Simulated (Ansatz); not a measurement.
**Single-point calculation of Al6H**

- system: Al6H (slab, 14 atoms in the cell)
- method: DFT PBE, scalar-relativistic, plane waves, PAW, PAW set soft_1, no spin polarisation (Ansatz 0.2.0)

The structure derives from an entry of the Crystallography Open Database. Figures and captions count atoms from 1; the log counts them from 0 in places.

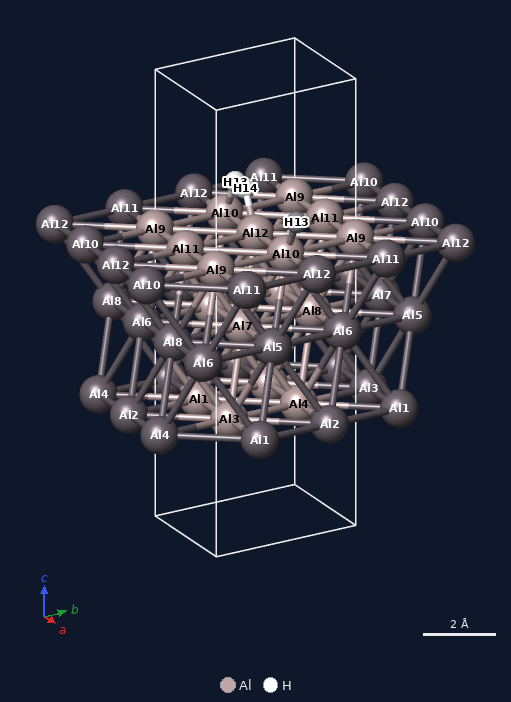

Fig. 1: The input geometry (ball-and-stick view of the cell of the calculation, with the vacuum cut short, seen slightly off an axis; neighbours outside the cell are drawn fainter; atoms are numbered from 1 in the order of the input). An atom can appear more than once, as a periodic image.

### Input file
```yaml
crystal:
  lattice:
    - [5.7135165837, 0.0, 0.0]
    - [-2.8567582918, 4.9480505064, 0.0]
    - [0.0, 0.0, 22.601378209]
  atoms:
    - { symbol: Al, position: [0.3333333333, 0.1666666667, 0.1769803577] }
    - { symbol: Al, position: [0.3333333333, 0.6666666667, 0.1769803577] }
    - { symbol: Al, position: [0.8333333333, 0.1666666667, 0.1769803577] }
    - { symbol: Al, position: [0.8333333333, 0.6666666667, 0.1769803577] }
    - { symbol: Al, position: [0.1666666667, 0.3333333333, 0.2787759109] }
    - { symbol: Al, position: [0.1666666667, 0.8333333333, 0.2787759109] }
    - { symbol: Al, position: [0.6666666667, 0.3333333333, 0.2787759109] }
    - { symbol: Al, position: [0.6666666667, 0.8333333333, 0.2787759109] }
    - { symbol: Al, position: [0.0, 0.0, 0.380568748] }
    - { symbol: Al, position: [0.0, 0.5, 0.380568748] }
    - { symbol: Al, position: [0.5, 0.0, 0.380568748] }
    - { symbol: Al, position: [0.5, 0.5, 0.380568748] }
    - { symbol: H, position: [0.1695766752, 0.5, 0.4287958955] }
    - { symbol: H, position: [0.3304233248, 0.5, 0.4287958955] }
basis:
  ecutwfc: 420
kpoints:
  mp_grid: { grid: [6, 6, 1] }
hamiltonian:
  xc: pbe
  pseudopotentials: { kind: paw, azcp: { folder: soft_1 } }
scf:
  occupations: { method: gaussian, width: 0.1 }
output:
  forces: true
  eigenvalues: true
  write_density: true
  write_potential: true
  elf: true
  volumetric_format: npy
efield:
  axis: 3
  dipole_correction: true
  ramp_width: 0.04
```

Machine: 1 thread of Arm Neoverse V2, 24 GiB of memory available, shared host.

Launched with:
```bash
ansatz run input.yaml --threads 1 --pin off --max-ram 3072MiB --backend cpu --events-out ev --progress --plain --runs-dir out
```

### The program's output
```
Engine: ansatz 0.2.0, aarch64-unknown-linux-gnu
Pseudopotentials: kind: paw
Pseudopotential: Al, paw, valence charge 3, recommended cutoff 420 eV (normal), [file]
Pseudopotential: H, paw, valence charge 1, recommended cutoff 420 eV (normal), [file]
Functional definition: PBE
  parameter kappa = 0.804
  parameter beta = 0.06672455060314922
  exchange = pbe_x(kappa = kappa, mu = beta*pi^2/3)
  correlation = pbe_c(beta = beta)
Crystal: 14 atoms, lattice volume = 638.958 Å³
Basis set: ecut = 420 eV, 12591 PW (Γ), exchange–correlation on 80×80×320 points (8 copies of the dense FFT grid, shifted against one another)
Bands: 33, of which v1, the nominal top of the filled ones, is band 19 counted from 1 (18 counted from 0)
Symmetry: 2 space group operations
Space group: Cm (ITA 8), of the structure as read, at distance tolerance 8.6e-5 Å
k-points: 13 of 36 (time reversal used)
Non-local potential: Al, projectors of the file, l = 0: 2, l = 1: 2, l = 2: 1
Non-local potential: H, projectors of the file, l = 0: 2, l = 1: 1
PAW form: soft (Blöchl's): semilocal exchange-correlation on the pseudo side does not see the compensation charge
PAW one-centre angular grid: Al, 110 points (default); XC on 64 Gauss nodes
PAW one-centre angular grid: H, 110 points (default); XC on 64 Gauss nodes
Initial density: superposition of atomic densities (neutral atoms: chi_scale 0, normalization atom)
Initial wavefunctions: pseudopotential atomic-orbital guess
Functional: x = pbe(κ = 0.804, μ = 0.2195149727645171), c = pbe(β = 0.06672455060314922)
SCF iter   1: F=—  HF=-6479.294976 eV  |F-HF|=—  |Δ(HF+E_count)|=         —  Δρ=2.51e-2  dr2=1.40e1  ethr=3.10e-3  p=0.000 e·Å  D=1.27e-7 V/Å  ΔV_dip=-0.00 eV  dr2_dipole=9.76e-1  V_vac-E_F(+/−)=6.60/6.60 eV  ⟨swp⟩=9.0  Hψ=2881  notcnv=0  defer=1
efield: sawtooth ramp at fractional position 0.7829 (placed from the atoms, in the widest stretch of the axis that holds none; the zero of the levels goes with the place), width 0.0400; the density the first Hamiltonian is built on has a dipole p = 0.000 e·Å; the dipole correction subtracts the counter field D = 1.27e-7 V/Å, which shifts the + side's vacuum level by -0.00 eV against the − side's; the planar-averaged density in the ramp window peaks in size at 1.2e-6 e/Å³
preconditioner: auto → LDOS  [metal: Δε(μ)=0.039 eV  Ē_g=6.975 eV  σ=0.100 eV  W_gap=0.21  n_scr=66 (ndim 8)  ℏωp=9.1 eV  f_vac=0.540  D(μ)=3.93/eV (n_scr^D=6)  β→1.0]
SCF iter   2: F=—  HF=-6477.157697 eV  |F-HF|=—  |Δ(HF+E_count)|=    2.14e0  Δρ=1.11e-2  dr2=5.40e0  ethr=3.10e-3  p=0.004 e·Å  D=1.26e-3 V/Å  ΔV_dip=-0.03 eV  dr2_dipole=5.81e-2  V_vac-E_F(+/−)=3.01/3.04 eV  ⟨swp⟩=4.4  Hψ=1160  notcnv=0  defer=81
SCF iter   3: F=—  HF=-6476.460391 eV  |F-HF|=—  |Δ(HF+E_count)|=   6.97e-1  Δρ=2.96e-3  dr2=1.14e-1  ethr=3.10e-3  p=0.012 e·Å  D=3.52e-3 V/Å  ΔV_dip=-0.08 eV  dr2_dipole=5.22e-3  V_vac-E_F(+/−)=4.12/4.20 eV  ⟨swp⟩=3.3  Hψ=835  notcnv=0  defer=81
SCF iter   4: F=—  HF=-6476.445234 eV  |F-HF|=—  |Δ(HF+E_count)|=   1.52e-2  Δρ=8.23e-4  dr2=6.94e-3  ethr=3.00e-4  p=0.006 e·Å  D=1.83e-3 V/Å  ΔV_dip=-0.04 eV  dr2_dipole=1.45e-8  V_vac-E_F(+/−)=3.87/3.91 eV  ⟨swp⟩=2.8  Hψ=770  notcnv=0  defer=80
SCF iter   5: F=—  HF=-6476.445951 eV  |F-HF|=—  |Δ(HF+E_count)|=   7.17e-4  Δρ=2.33e-4  dr2=9.43e-4  ethr=1.83e-5  p=0.005 e·Å  D=1.38e-3 V/Å  ΔV_dip=-0.03 eV  dr2_dipole=1.68e-6  V_vac-E_F(+/−)=3.84/3.87 eV  ⟨swp⟩=2.8  Hψ=606  notcnv=0  defer=80
SCF iter   6: F=—  HF=-6476.445970 eV  |F-HF|=—  |Δ(HF+E_count)|=   1.96e-5  Δρ=4.98e-5  dr2=3.08e-5  ethr=2.48e-6  p=0.004 e·Å  D=1.04e-3 V/Å  ΔV_dip=-0.02 eV  dr2_dipole=2.82e-7  V_vac-E_F(+/−)=3.84/3.86 eV  ⟨swp⟩=2.7  Hψ=585  notcnv=0  defer=80
SCF iter   7: F=—  HF=-6476.445917 eV  |F-HF|=—  |Δ(HF+E_count)|=   5.32e-5  Δρ=1.27e-5  dr2=1.67e-6  ethr=8.10e-8  p=0.003 e·Å  D=9.03e-4 V/Å  ΔV_dip=-0.02 eV  dr2_dipole=1.07e-9  V_vac-E_F(+/−)=3.84/3.86 eV  ⟨swp⟩=2.5  Hψ=703  notcnv=0  defer=80
SCF iter   8: F=—  HF=-6476.445919 eV  |F-HF|=—  |Δ(HF+E_count)|=   2.22e-6  Δρ=3.10e-6  dr2=1.63e-7  ethr=4.39e-9  p=0.003 e·Å  D=8.38e-4 V/Å  ΔV_dip=-0.02 eV  dr2_dipole=3.43e-9  V_vac-E_F(+/−)=3.84/3.86 eV  ⟨swp⟩=2.4  Hψ=594  notcnv=0  defer=80
SCF iter   9: F=-6476.445920 eV  HF=-6476.445920 eV  |F-HF|=3.04e-8  |Δ(HF+E_count)|=   2.15e-7  Δρ=7.52e-7  dr2=1.31e-8  ethr=2.63e-10  p=0.003 e·Å  D=8.22e-4 V/Å  ΔV_dip=-0.02 eV  dr2_dipole=3.28e-10  V_vac-E_F(+/−)=3.84/3.86 eV  ⟨swp⟩=33.4  Hψ=4870  notcnv=0
SCF 1 converged in 9 iterations: F = -6476.445920 eV  dr2 = 1.31e-8
  greatest PAW one-centre occupation: 0.483 electrons in one spin orbital (limit 2), on the Al atom at site 11 (counted from 0), in its partial waves of l = 0
```

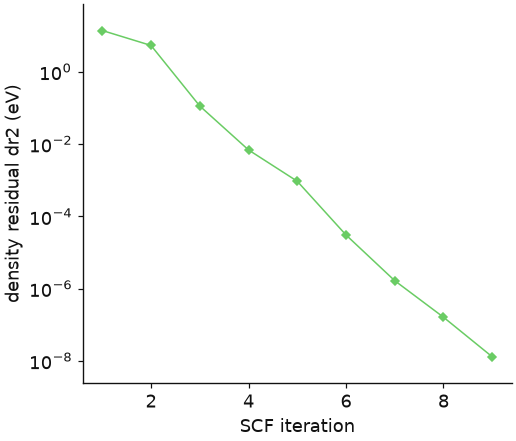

Fig. 2: Convergence of the self-consistent field: density residual dr2 against the SCF iteration. The residual falls at every step.

```
WARN: The input density's exchange-correlation potential varies sharply where the density is thin. Do not read a vacuum level from v_tot or v_xc, or from such a field of the output density. On a cell that repeats whose density bears no net charge and no dipole along the vacuum's axis use v_es (v_loc + v_h of the components); under efield.dipole_correction with no amplitude use v_es + v_field, which holds any external_charges[].barrier, or the levels of the report's work_function block, which leave it out; under a non-zero efield.amplitude the vacuum is tilted and has no level; on a cell that repeats and bears such a dipole with no correction it is tilted too, and efield.dipole_correction with no amplitude gives each side of its ramp a level where efield: is served; in a cell that repeats whose density bears a net charge (total_charge, or a fill off its count) it is curved and has none; of a slab under crystal.periodic whose density bears no net charge use v_es, which has a level on each side, short of where the two are joined; of another it falls or rises all the way out and has none; of a slab beside external_charges read slab_vacuum_level instead, which it has where they leave it neutral. The grid or the basis barely resolves most such structure, and the values can differ between equally converged runs; as a rule a tighter scf.convergence.dr2_threshold does not remove it. Where the density itself ripples (under the LDA too) a higher basis.ecutwfc lessens it. The files hold the spikes' plane waves up to the density's cutoff. Files: v_tot and the like, and their columns of v_z.tsv (output.write_potential); v_xc and the like, and their columns of v_comp_z.tsv (output.write_potential_components); where files of the output density stand in their place, no point of their own thin density is over the threshold below, and this is of outcome.potential() and, of a run that writes arrays (npy), the arrays of these names. Measured: with its Gaussian average of σ = 0.25 Å subtracted twice, the exchange-correlation potential is over 0.1 eV at 8 of the grid points where the equally averaged density (valence and model cores) is under 1e-3 e/Å³, and 0.128 eV at the most among them, at an averaged density of 7.8e-8 e/Å³. See output.write_potential in the manual, Limitations
SCF converged after 9 iterations
Free energy (F): -6476.445920 eV
Harris-Foulkes:  -6476.445920 eV  (|F-HF|=3.04e-8)
Internal energy: -6476.404758 eV  (E = F + TS)
E sigma→0 (E₀):  -6476.425339 eV
Entropy (-TS):   -0.041162 eV (-2.940 meV/atom)
Fermi energy:    -0.082089 eV
Dipole field:    D = 0.000835 V/Å  (p = 0.002950 e·Å, saw-weighted, corrected)
Work function:   Φ+ = 3.8402 eV   Φ− = 3.8591 eV
Levels:          The Fermi level and band energies are counted from a zero that moves with the ramp; work functions are not
--- Per-component energies (eV) ---
  E_band       = -171.716632
  E_kinetic    = 292.598148
  E_local      = -8061.621778  (includes V_loc(G=0)·N_el)
  E_nonlocal   = 124.890006
  E_hartree    = 3941.508916
  E_xc         = -465.267513
  E_vxc        = -366.315751  (∫ρ·V_xc dr)
  E_paw        = -5634.841555  (= ΣΔE_a)
  E_vpaw       = -44.288885  (= ΣTr[D̂ρ^β])
  E_aug_tail   = -0.002230  (compensation charges beyond the density's cutoff)
  E_efield     = 0.000001  (sawtooth field / dipole correction)
  E_vefield    = 0.011637  (∫n·V_field dr)
  E_ewald      = 3326.331246
  E_smearing   = -0.041162  (= −TS)
  E_closure    = 0.000000  (closes the sum)
  Σ components = -6476.445920   (vs F -6476.445920, Δ=0.00e0)
--- Forces (eV/Å), atoms counted from 1 ---
  atom   1  Al     0.06242232    -0.05625244    -0.08827443
  atom   2  Al     0.00000000     0.09773309    -0.01842875
  atom   3  Al    -0.06242232    -0.05625244    -0.08827443
  atom   4  Al     0.00000000     0.05033506    -0.09306315
  atom   5  Al     0.00000000     0.03876819     0.35110603
  atom   6  Al    -0.04563516     0.05868178     0.00360961
  atom   7  Al    -0.00000000    -0.08629400     0.03546588
  atom   8  Al     0.04563516     0.05868178     0.00360961
  atom   9  Al    -0.00000000    -0.33058000    -0.21261469
  atom  10  Al    -3.20566784     0.00160518    -2.82612852
  atom  11  Al     0.00000000     0.29905191    -0.28069484
  atom  12  Al     3.20566784     0.00160518    -2.82612852
  atom  13  H      0.26967625    -0.03854450     3.01988192
  atom  14  H     -0.26967625    -0.03854450     3.01988192
  max |Σ_I F_I| component: 5.24e-5 eV/Å
--- Band table (eV; the first three rows and the last of 13) ---
  k-point 0: bands = ["-11.2820", "-10.2501", "-8.3334", "-5.8003", "-4.9745", "-4.8932", "-4.8683", "-4.8522", "-4.8439", "-4.6680", "-3.6074", "-3.5075", "-3.4232", "-3.2152", "-3.0986", "-2.9132", "-2.0850", "-1.5582", "-0.6279", "-0.5273", "-0.4035", "-0.3266", "0.0453", "1.1930", "1.4765", "2.2737", "2.4208", "2.4353", "2.4626", "2.6651", "3.5458", "4.3366", "4.4370"]
  k-point 1: bands = ["-11.1799", "-10.1381", "-8.2498", "-6.6112", "-5.8138", "-5.7123", "-5.4817", "-4.7842", "-4.2269", "-3.8951", "-3.7872", "-3.6744", "-2.9550", "-2.6926", "-2.4042", "-2.1785", "-1.7984", "-1.6435", "-1.1550", "-0.5357", "0.0422", "0.4696", "0.5660", "1.2344", "1.3142", "1.5477", "2.6816", "2.8450", "2.9622", "3.6274", "3.6400", "3.7353", "3.8111"]
  k-point 2: bands = ["-10.9486", "-9.7898", "-8.1877", "-7.7819", "-6.3144", "-6.1938", "-6.0844", "-5.1781", "-4.6764", "-4.2566", "-3.4261", "-2.5626", "-2.5091", "-2.1732", "-2.0951", "-1.2597", "-0.9625", "-0.7076", "-0.5008", "0.1217", "0.3251", "0.9336", "1.0988", "1.3391", "1.3952", "1.9064", "1.9421", "2.5162", "2.8122", "3.0184", "3.2857", "3.5654", "4.0731"]
  k-point 12: bands = ["-10.8072", "-9.4161", "-8.5239", "-7.7304", "-7.4687", "-6.6503", "-5.8295", "-4.9163", "-4.6836", "-3.8775", "-3.2727", "-2.9144", "-2.7601", "-1.9374", "-1.3323", "-1.1054", "-0.8020", "-0.5742", "-0.0813", "0.2839", "0.7832", "0.9210", "1.3815", "1.5277", "1.6968", "1.9899", "2.3150", "2.6448", "2.8426", "3.2061", "3.5221", "3.7769", "3.9331"]
```

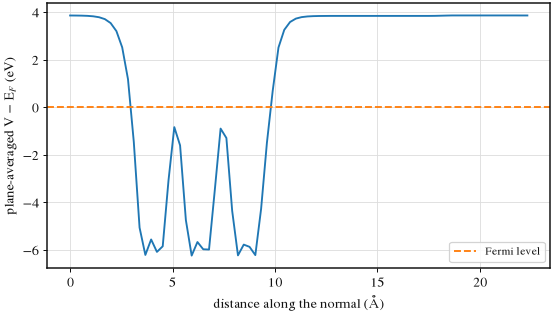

Fig. 3: Plane average of the electrostatic potential energy of an electron across the cell, from the Fermi level. The vacuum level lies 3.84 eV above the Fermi level.

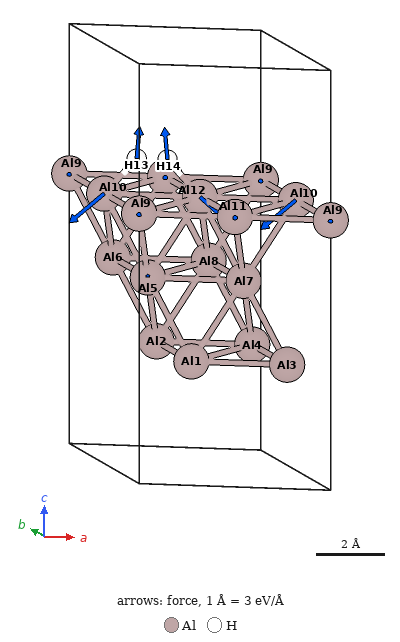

Fig. 4: Forces on the atoms as blue arrows (ball-and-stick view of the cell of the calculation, with the vacuum cut short, seen slightly off an axis; atoms are numbered from 1 in the order of the input); the smallest are left out. The largest act on Al10, Al12 (4.27 eV/Å); H13, H14 (3.03 eV/Å). The geometry is not a stationary point of this energy.

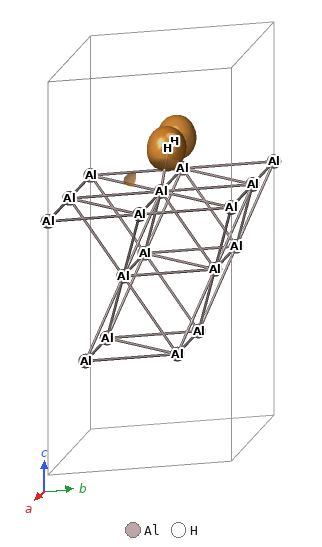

Fig. 5: Isosurface of the ELF at 0.85 (orange), seen slightly off an axis. Core shells and regions of very low density are left out. Sticks mark near contacts. Along the contacts the grid gives the following. Al–H (1.46 Å): the ELF climbs to about 1 towards the hydrogen, as it does in any bond to H. Al–Al (2.83 Å): the ELF peaks at about 0.65 between the atoms. The fields are those of the smooth PAW valence density.

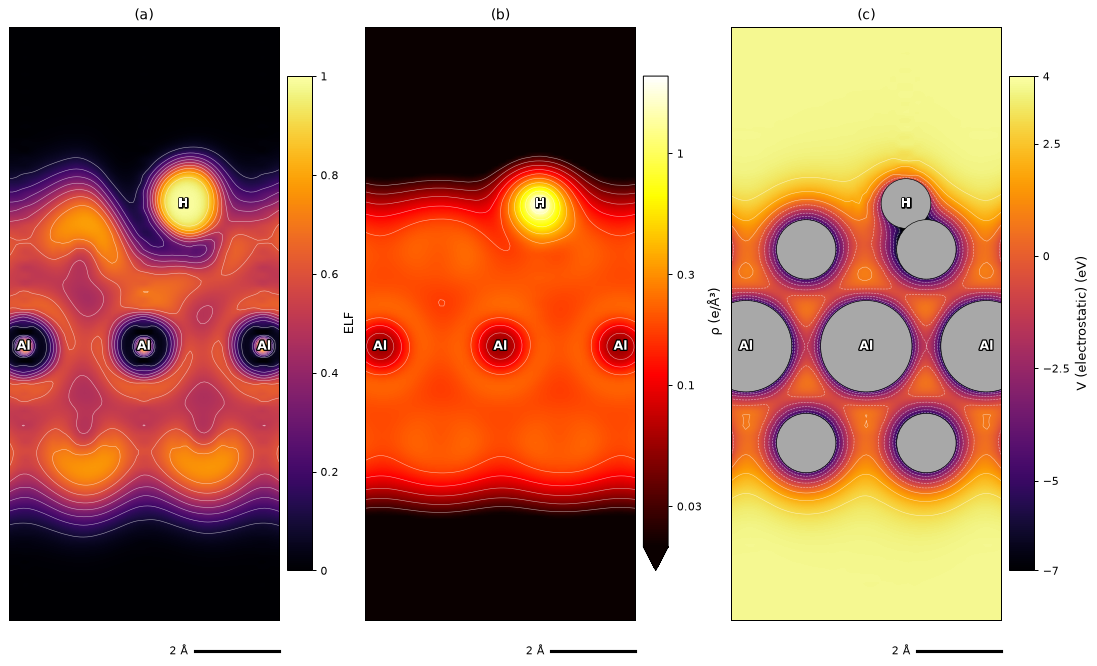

Fig. 6: (a) ELF; (b) valence electron density; (c) electrostatic potential (local pseudopotential plus Hartree) felt by an electron on the (11̄0) plane of the calculation cell, a cut from vacuum to vacuum. Grey discs, where drawn, cover atomic cores. Atoms in the plane: Al and H. Al–Al (2.86 Å): ρ at the midpoint is about 0.2 e/Å³; the ELF peaks at about 0.60 between the atoms. The density dies away to nearly zero in the vacuum.

### Summary

| quantity | value |
| --- | --- |
| outcome | converged |
| electrons treated | 38 |
| free energy | −6476.4459 eV |
| work function, top face | 3.84 eV |
| work function, bottom face | 3.86 eV |
| Fermi energy | −0.082 eV |
| gap on the k-point mesh | none (metallic) |
| work function (upper face) | 3.84 eV |
| largest force (length of the vector) | 4.274 eV/Å |
| wall time | 33 s |
| peak memory | 0.67 GiB |

Warnings of the run: the exchange-correlation potential is rough where the density is thin.
